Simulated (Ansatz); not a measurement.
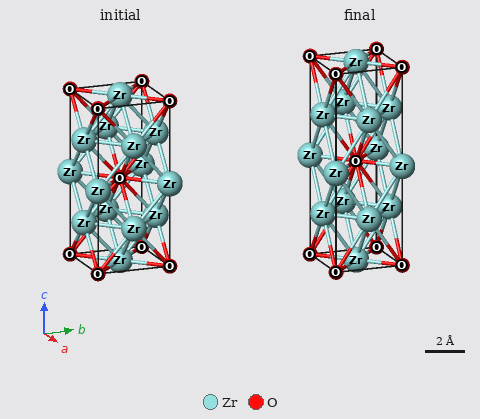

The structure of a crystal of Zr₃O (built on the TiAl3 (D0 type) before (left) and after (right) a relaxation, at one scale.

A ball-and-stick model of the conventional cell (2 times the calculation's cell), seen slightly off an axis. Lengths and directions refer to the drawn axes.

Case: TiAl3 (D0_22) type (I4/mmm, No. 139).

Theory: DFT r2SCAN, scalar-relativistic, plane waves, PAW in Ansatz 0.2.0.

Input
```yaml
crystal:
  lattice:
    - [-2.0061351832, 2.0061351832, 4.4812370326]
    - [2.0061351832, -2.0061351832, 4.4812370326]
    - [2.0061351832, 2.0061351832, -4.4812370326]
  atoms:
    - { symbol: Zr, position: [0.5, 0.5, 0.0] }
    - { symbol: Zr, position: [0.25, 0.75, 0.5] }
    - { symbol: Zr, position: [0.75, 0.25, 0.5] }
    - { symbol: O, position: [0.0, 0.0, 0.0] }
basis:
  ecutwfc: 500
kpoints:
  mp_grid: { grid: [16, 16, 16] }
hamiltonian:
  xc: r2scan
scf:
  occupations: { method: gaussian, width: 0.1 }
output:
  forces: true
  stress: true
  eigenvalues: true
  write_density: true
  write_potential: true
  elf: true
  volumetric_format: npy
relax:
  adjacent_minimum: "off"
  f_tol: 0.01
  max_steps: 80
  cell: { stress_tol: 0.05 }
```

Command:
```bash
ansatz run input.yaml --threads 1 --pin off --max-ram 3072MiB --backend cpu --events-out ev --progress --plain --runs-dir out
```

Question: Describe what moved and what it gained.

Answer: The atoms keep their places relative to the cell (all moves are under 0.005 Å). The volume changes by +2.6 %, with a = b 4.012 → 3.711 Å (−7.5 %), c 8.962 → 10.744 Å (+19.9 %). Near-neighbour distances that change, for instance: Zr2–O4 3.007 → 3.265 Å, Zr1–Zr2 3.007 → 3.265 Å, Zr1–O4 2.837 → 2.624 Å, Zr2–Zr3 2.837 → 2.624 Å. The space group stays I4/mmm (No. 139). After 10 accepted moves (12 points after the start) the energy has fallen by 0.157 eV per cell of the calculation. All forces vanish by symmetry, so only the cell relaxes. Pressure: 2.66 GPa at the start and 0.00 GPa at the end. The SCF was repeated twice at an unchanged geometry on a basis and grid sized afresh for the cell, which shifted the energy by 8.8 meV per cell of the calculation at most.
